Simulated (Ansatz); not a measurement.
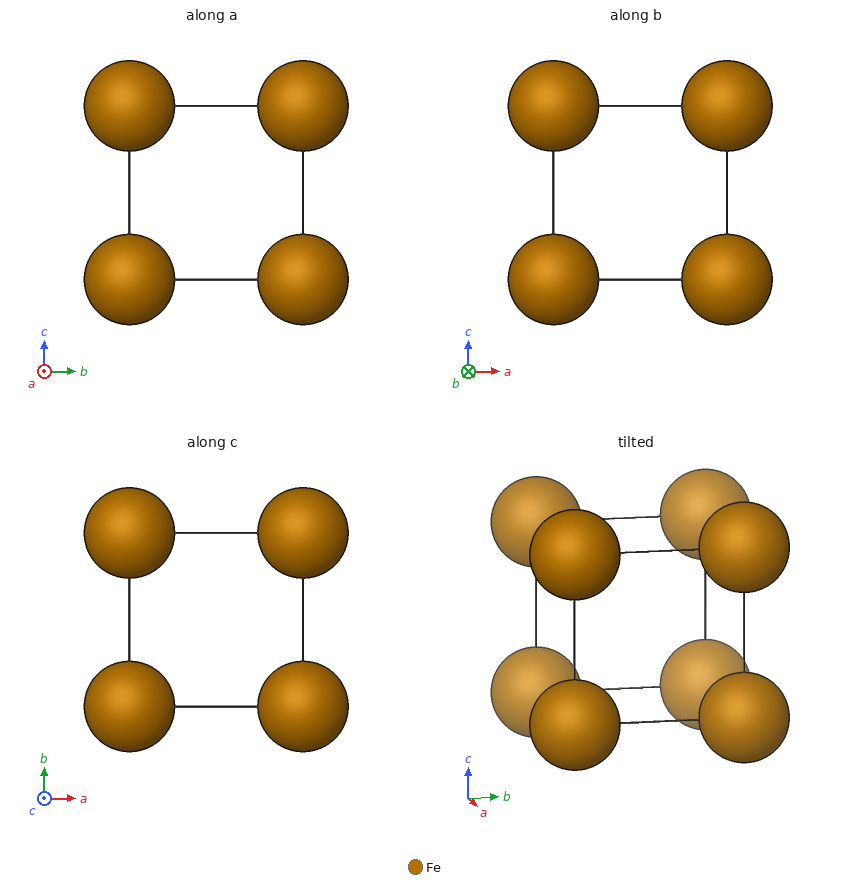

Spheres-only representation of a periodic structure, projected along the a axis, along the b axis, along the c axis and slightly off an axis. The conventional unit cell is outlined; an atom on or near a face, edge or corner is repeated at each equivalent position.

Lattice parameters: a = 2.4003 Å, b = 2.4003 Å, c = 2.4003 Å, α = 90.000°, β = 90.000°, γ = 90.000°.

Question: Put the structure into a CIF in P1 with every atom of the cell.

Answer:
```cif
data_structure
_symmetry_space_group_name_H-M 'P 1'
_symmetry_Int_Tables_number 1
_cell_length_a 2.4003
_cell_length_b 2.4003
_cell_length_c 2.4003
_cell_angle_alpha 90.000
_cell_angle_beta 90.000
_cell_angle_gamma 90.000
_cell_volume 13.83
loop_
_atom_site_label
_atom_site_type_symbol
_atom_site_fract_x
_atom_site_fract_y
_atom_site_fract_z
_atom_site_occupancy
Fe1 Fe 0.0000 0.0000 0.0000 1
```

Starting structure: a structure type filled with this element by a generator (whether the element takes this form wasn't checked). Atoms and cell were optimised with Ansatz, DFT, RPBE, plane waves (420 eV) with PAW, scalar-relativistic.
